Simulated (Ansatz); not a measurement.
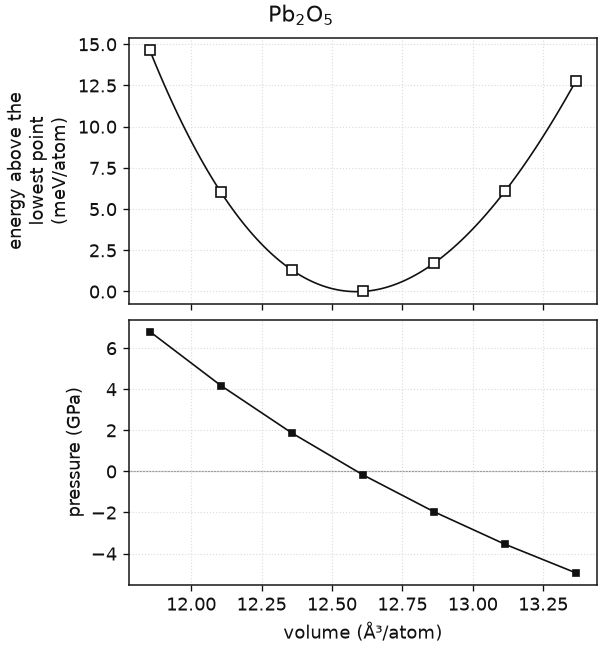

The plot gives the computed energy above the lowest point and pressure against volume for Pb₂O₅, space group Pn-3m (No. 224) (one of a set of cubic test structures, which need not be the stable phase).

How it was computed, with Ansatz 0.2.0 development build: equation of state of a cubic crystal from periodic Kohn-Sham density functional theory without spin, third-order Birch-Murnaghan fit to the free energies; pressure corrected for the finite basis. Level: PBE, no spin-orbit coupling.

structure type cubic X2O5; atoms in cell 14; space group number 224; lattice centring simple cubic; k mesh 20×20×20; occupation method Fermi–Dirac; occupation width 0.06123 eV; wave cutoff 420 eV; datasets soft-1 PAW; density tolerance 1.8e−07 eV; bands 72; density cutoff ratio 4; search for lower states default.

> How stiff is the solid, and where is its volume at rest?

A third-order Birch–Murnaghan fit gives V0 = 12.59 Å³/atom, B0 = 96.5 GPa and B′ = 5.3.

> What does the pressure do across the range?

It falls from 6.8 GPa at volume 11.85 Å³/atom to −4.9 GPa at 13.37 Å³/atom, and changes sign near 12.59 Å³/atom.

Note: cubic model structure, not the ambient form; no spin polarisation, a magnetic state may lie lower; no spin-orbit coupling with 6p elements.
